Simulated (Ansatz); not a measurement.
B

Input file:

```
crystal:
  lattice:
    - [-2.359668211, 2.5374408475, 0.7641197056]
    - [2.5374408475, -2.359668211, 0.7641197056]
    - [1.8849228951, 1.8849228951, -0.4385287962]
  atoms:
    - { symbol: B, position: [0.0679677043, 0.9320322957, 0.0] }
    - { symbol: B, position: [0.6820322957, 0.3179677043, 0.5] }
hamiltonian:
  xc: lda
  pseudopotentials:
    kind: paw
    azcp:
      B: "pseudopotentials/B.paw.azcp"
basis:
  ecutwfc: 420
  fft_grid_basis: typed
kpoints:
  mp_grid: { grid: [22, 22, 13], shift: [0, 0, 0] }
magnetization:
  spin_polarized: false
scf:
  occupations: { method: fermi_dirac, width: 0.1 }
  lower_state_search: "off"
output:
  stress: true
  write_density: true
  write_potential: true
  elf: true
  volumetric_format: npy
```

Below, planes, directions and counts refer to the conventional cell (a = 1.55 Å, b = 6.93 Å, c = 2.70 Å, α = 90.00°, β = 90.00°, γ = 90.00°).

Space group Cmcm; set up as B, beta-Sn type; a generated structure, not necessarily the stable one; changed on purpose from its base cell (volume × 0.88); computed pressure about 33 GPa in this cell.

Level of theory: DFT, LDA (PW92), plane waves (420 eV) with PAW, scalar-relativistic in Ansatz 0.2.0.

### What can the converged valence pseudo-density and electron localisation function tell about the bonding?

B–B (1.55 Å): ρ at the midpoint is about 1.1 e/Å³; the ELF peaks at about 0.85 between the atoms.

### Does the calculation make it a metal, or give it a gap?

It is gapless in this calculation (a metal or semimetal).

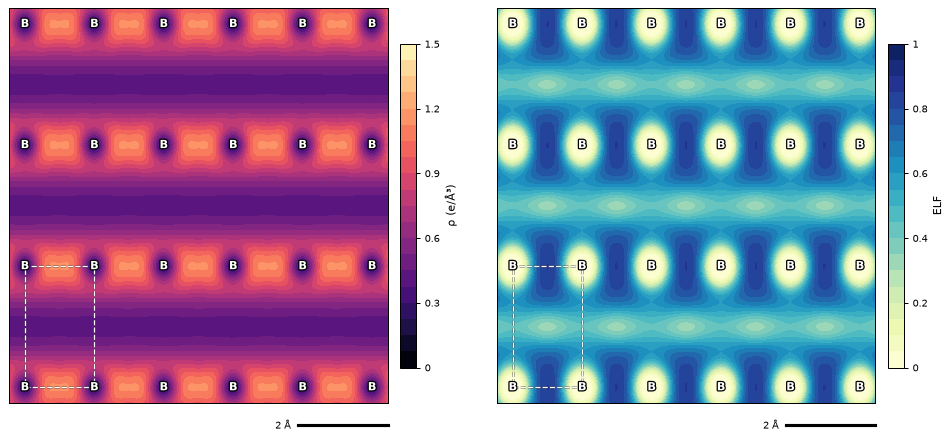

Computed valence pseudo-density and electron localisation function on the (010) plane of the conventional cell, in this order. Atoms just off the plane (B, 0.8 Å away) can leave unmarked features too.

The density is the valence pseudo-density of a PAW calculation; it isn't the true density close to the nuclei.
